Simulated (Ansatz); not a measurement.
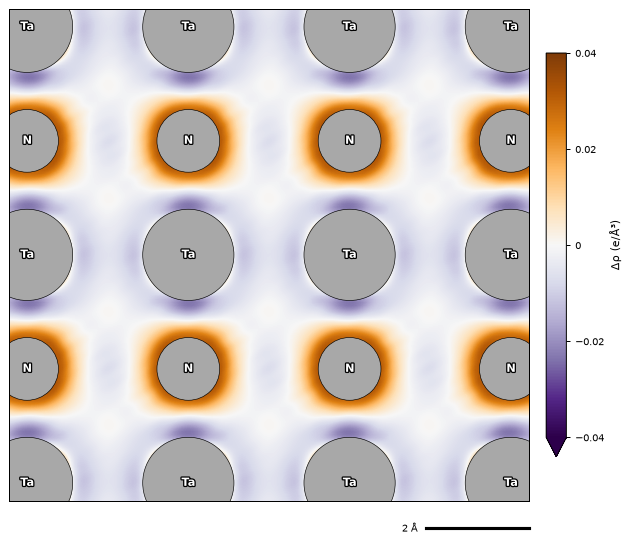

TaN. Difference of the valence pseudo-densities of two functionals at the same geometry, on the (101̄) plane of the calculation cell: r2SCAN less LDA.

Both computed with Ansatz (plane waves, PAW), on the same k-point mesh. Grey discs cover the atomic cores.

```yaml
crystal:
  lattice:
    - [0.00000, 2.20863, 2.20863]
    - [2.20863, 0.00000, 2.20863]
    - [2.20863, 2.20863, 0.00000]
  atoms:
    - { symbol: Ta, position: [0.50000, 0.50000, 0.50000] }
    - { symbol: N, position: [0.00000, 0.00000, 0.00000] }
```

**Where does the change of functional move the electrons?**

Against LDA, r2SCAN gives less density around Ta (−0.010 e/Å³ on average at 1.2 Å from the nucleus), more density around N (+0.022 e/Å³ on average at 0.8 Å from the nucleus), more density in the space between the atoms (+0.004 e/Å³ on average) and a change of −0.017 e/Å³ at the midpoint of Ta–N and −0.006 e/Å³ at the midpoint of Ta–Ta.
